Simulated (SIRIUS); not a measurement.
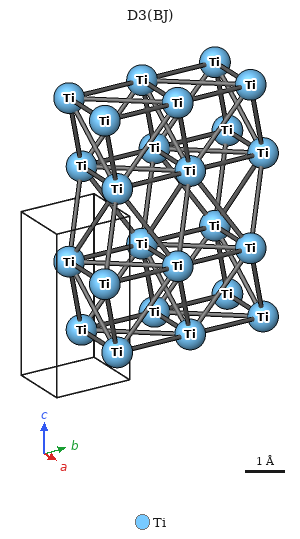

Solid Ti (set up in P6_3/mmc), relaxed (cell and atoms) with several dispersion corrections. The picture shows the result with D3(BJ). Style: ball-and-stick. Shown: the cell of the calculation, repeated 2 × 3 × 2 with one cell outlined, slightly off an axis.

Computed with SIRIUS 7.10.0: PBEsol, dojo-sr-pbe-0.4.1-standard. Settings: plane-wave cutoff 1152 eV; k-point mesh 4 × 4 × 3; occupations fermi-dirac; smearing width 0.05 eV; optimiser BFGS; no spin polarisation.

```json
{"dispersion correction": "D4", "volume (Å³/atom)": "?", "a (Å)": "?", "c (Å)": "?"}
{"dispersion correction": "D3(BJ)", "volume (Å³/atom)": "15.998", "a (Å)": "2.901", "c (Å)": "4.389"}
{"dispersion correction": "none", "volume (Å³/atom)": "16.793", "a (Å)": "2.949", "c (Å)": "4.459"}
{"dispersion correction": "D3", "volume (Å³/atom)": "16.201", "a (Å)": "2.914", "c (Å)": "4.405"}
```

Q: Fill in the missing row.

A: With D4 the volume falls between D3 (16.201) and none (16.793). The calculation gives 16.647 Å³/atom (a = 2.940 Å, c = 4.447 Å). In order of volume: D3(BJ) < D3 < D4 < none; the spread is 5.0 %.

Each member starts from this one structure; whether another phase lies lower wasn't checked.

Limits of the set-up: the k-point mesh is coarse for a cell with partly filled bands.
